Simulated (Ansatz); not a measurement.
## A series of single points on PbS

System: PbS (C2/m, 4 atoms in the cell).
Method: DFT, PBE, all-electron PAW with datasets made for the crystal, scalar-relativistic, no spin polarisation (Ansatz 0.2.0).

The 6 runs differ only in the geometry, by a strain of the cell at fixed fractional positions. Against run 4, the strain is εxx = η and εyy = η. The structure derives from an entry of the Crystallography Open Database.

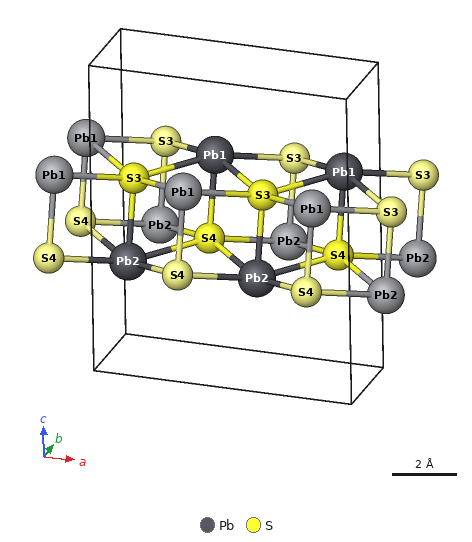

Figure 1. The structure of run 4 (ball-and-stick view of the 2 × 1 repeat of the cell, with the vacuum cut short, seen slightly off an axis; neighbours outside the cell are drawn fainter; atoms are numbered from 1 in the order of the input).

### Input of run 4
```yaml
crystal:
  lattice:
    - [2.969905, -2.929, 0.0]
    - [2.969905, 2.929, 0.0]
    - [-1.0908505, 0.0, 11.70929]
  atoms:
    - { symbol: Pb, position: [0.7756, 0.7756, 0.63638] }
    - { symbol: Pb, position: [0.2244, 0.2244, 0.36362] }
    - { symbol: S, position: [0.2684, 0.2684, 0.5986] }
    - { symbol: S, position: [0.7316, 0.7316, 0.4014] }
kpoints:
  mp_grid: { grid: [7, 7, 3] }
scf:
  occupations: { method: fermi_dirac, width: 0.01 }
hamiltonian:
  xc: pbe
  pseudopotentials: { kind: all_electron, datasets: crystal }
output:
  forces: true
  stress: true
  eigenvalues: true
  efg: { contact_densities: true }
```

Command:
```bash
ansatz run input.yaml --threads 1 --pin off --max-ram 4096MiB --backend cpu --events-out ev --progress --plain --runs-dir out
```

Run 3 differs from it as follows:
```diff
-    - [2.969905, -2.929, 0.0]
-    - [2.969905, 2.929, 0.0]
-    - [-1.0908505, 0.0, 11.70929]
+    - [2.911095, -2.871, 0.0]
+    - [2.911095, 2.871, 0.0]
+    - [-1.0692495, 0.0, 11.70929]
```

### Results, with one run withheld

| run | strain parameter η (%) | free energy per atom, from the lowest run given (meV) | pressure (GPa) | gap on the mesh (eV) |
| --- | --- | --- | --- | --- |
| 1 | −3.9604 | 47.47 | 2.50 | 0.96 |
| 2 | −2.9703 | 26.86 | 1.67 | 1.08 |
| 3 | −1.9802 | ? | ? | ? |
| 4 | 0.0000 | 0.00 | −0.32 | 1.36 |
| 5 | 0.9901 | 0.98 | −0.85 | 1.45 |
| 6 | 1.9802 | 6.15 | −1.32 | 1.54 |

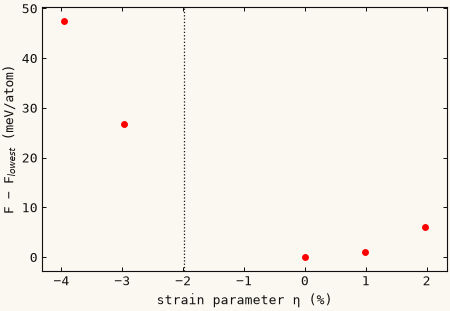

Figure 2. Free energy per atom of the runs given; the dotted line marks run 3.

Estimate the energy of run 3 from the others.

A cubic polynomial in the coordinate, fitted to the 5 runs given, misses them by at most 0.01 meV per atom. With x = η + 0.7921, it reads F = 2.5045 − 5.1631 x + 2.5757 x² − 0.086442 x³ (meV per atom). At run 3 it gives 12.42 meV per atom, and the run itself gives 12.44. The fit has its minimum at η = 0.2666 %. The gap on the mesh goes, without turning, from 0.96 eV in run 1 to 1.54 eV in run 6; run 3 has 1.18 eV. These are gaps of this functional on this mesh, which can miss the band edges; they aren't the measured gap.

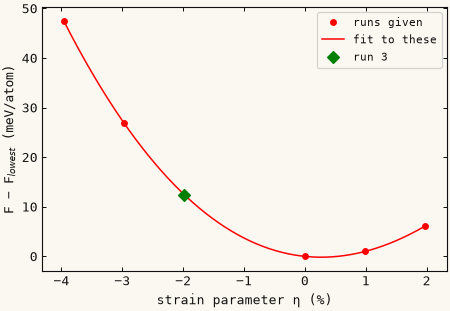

Figure 3. The fit and the withheld run.

### Output, shortened to warnings, some set-up lines, iterations and results (run 3)
```
Basis set: ecut = 240 eV, 1663 PW (Γ), exchange–correlation on 48×48×120 points (8 copies of the dense FFT grid, shifted against one another)
Symmetry: 4 space group operations
k-points: 44 of 147
Initial density: superposition of atomic densities (neutral atoms: chi_scale 0, normalization atom)
[...]
SCF iter   1: F=—  HF=-1157861.692277 eV  |F-HF|=—  |Δ(HF+E_count)|=         —  Δρ=3.00e-2  dr2=5.02e0  ethr=1.25e-2  ⟨swp⟩=2.8  Hψ=5060  notcnv=0
SCF iter   2: F=—  HF=-1157860.366556 eV  |F-HF|=—  |Δ(HF+E_count)|=    1.33e0  Δρ=1.06e-2  dr2=2.24e-1  ethr=5.55e-4  ⟨swp⟩=3.8  Hψ=5359  notcnv=0  defer=4
SCF iter   3: F=—  HF=-1157860.337469 eV  |F-HF|=—  |Δ(HF+E_count)|=   2.91e-2  Δρ=5.50e-3  dr2=5.65e-2  ethr=5.55e-4  ⟨swp⟩=3.4  Hψ=2206  notcnv=0  defer=14
SCF iter   4: F=—  HF=-1157860.341978 eV  |F-HF|=—  |Δ(HF+E_count)|=   4.51e-3  Δρ=1.21e-3  dr2=4.97e-3  ethr=1.41e-4  ⟨swp⟩=5.3  Hψ=2659  notcnv=1  defer=19
SCF iter   5: F=—  HF=-1157860.346199 eV  |F-HF|=—  |Δ(HF+E_count)|=   4.22e-3  Δρ=3.56e-4  dr2=2.57e-4  ethr=1.24e-5  ⟨swp⟩=4.8  Hψ=3222  notcnv=0  defer=20
SCF iter   6: F=—  HF=-1157860.346321 eV  |F-HF|=—  |Δ(HF+E_count)|=   1.23e-4  Δρ=1.34e-4  dr2=4.21e-5  ethr=6.42e-7  ⟨swp⟩=3.7  Hψ=2450  notcnv=0  defer=20
SCF iter   7: F=—  HF=-1157860.346410 eV  |F-HF|=—  |Δ(HF+E_count)|=   8.91e-5  Δρ=1.57e-5  dr2=8.50e-7  ethr=1.05e-7  ⟨swp⟩=3.5  Hψ=2467  notcnv=0  defer=17
SCF iter   8: F=-1157860.346410 eV  HF=-1157860.346410 eV  |F-HF|=9.31e-9  |Δ(HF+E_count)|=   2.08e-7  Δρ=4.41e-6  dr2=3.83e-8  ethr=2.12e-9  ⟨swp⟩=3.4  Hψ=2628  notcnv=0  …
SCF 1 converged in 8 iterations: F = -1157860.346413 eV  dr2 = 3.83e-8
  Residual-converged pass: ⟨swp⟩=4.8  Hψ=3345  notcnv=0  max |occ|·‖R‖ = 6.6e-6 eV (tolerance 6.7e-6 eV)  dr2=3.91e-8  dr2_onsite=3.18e-8  max |Δocc| = 0.0e0
SCF converged after 8 iterations
Free energy (F): -1157860.346413 eV
Harris-Foulkes:  -1157860.346413 eV  (|F-HF|=9.31e-9)
Internal energy: -1157860.346413 eV  (E = F + TS)
E sigma→0 (E₀):  -1157860.346413 eV
Past the cutoff: the bands carry plane waves up to 1.75 times it, of which those up to 1.5 times it add -0.000429 eV an atom, each by itself; the spheres take 0.000603 eV an atom off the energy for waves past 1.75 times it
By the cutoff:   a pressure is off by up to 0.006 GPa (1.2 times the spheres' own share and the shells' term, over an atom's volume, and 0.004 GPa: a bound that held against runs at twice the plane waves)
Past the cutoffs: a stress includes 0.0014 GPa for waves and charges beyond them, in addition to the slope of what the spheres take
In the spheres:  the bands' charges fall short by 6.1e-7 e at most (sound up to 1e-3)
Fermi energy:    4.480045 eV
--- Per-component energies (eV) ---
  E_band       = -267.458527
  E_kinetic    = 465.359200
  E_local      = -6997.238470  (includes V_loc(G=0)·N_el)
  E_nonlocal   = 741.964795
  E_hartree    = 3315.393733
  E_xc         = -266.836304
  E_vxc        = -329.614672  (∫ρ·V_xc dr)
  E_paw        = -1161341.049812  (= ΣΔE_a)
  E_vpaw       = -7465.207592  (= ΣTr[D̂ρ^β])
  E_ewald      = -464.427265
  E_smearing   = -0.000000  (= −TS)
  E_closure    = 6686.487711  (closes the sum)
  Σ components = -1157860.346413   (vs F -1157860.346413, Δ=0.00e0)
  The terms above E_closure are by the made datasets' own strengths, without shells solved beside the bands.
--- Forces (eV/Å), atoms counted from 1 ---
  atom   1  Pb    -0.00165675     0.00000000    -0.29721162
  atom   2  Pb     0.00165675    -0.00000000     0.29721162
  atom   3  S     -0.00322395    -0.00000000    -0.08416429
  atom   4  S      0.00322395     0.00000000     0.08416429
  max |Σ_I F_I| component: 1.39e-17 eV/Å
--- Stress (GPa, compression-positive) ---
        1.364981       0.000000      -0.010355
        0.000000       2.367438       0.000000
       -0.010355       0.000000      -0.937657
  P = ⅓ Tr σ = 0.9316 GPa (9.316 kbar)
--- PAW observables at the nuclei: V_zz in 10²¹ V/m², potentials from the cell's mean, atoms counted from 1 ---
  atom   1  Pb V_zz =    -9.548158   η = 0.6703   by run symmetry: allowed
            electrostatic potential = -17471.023554 V   contact ρ = 16521457.008674 e/Å³
  atom   2  Pb V_zz =    -9.548158   η = 0.6703   by run symmetry: allowed
            electrostatic potential = -17471.023554 V   contact ρ = 16521457.008674 e/Å³
[...]
```

Warnings of the run: the field gradients leave out spin–orbit coupling. Spin–orbit coupling is left out, which matters for Pb.
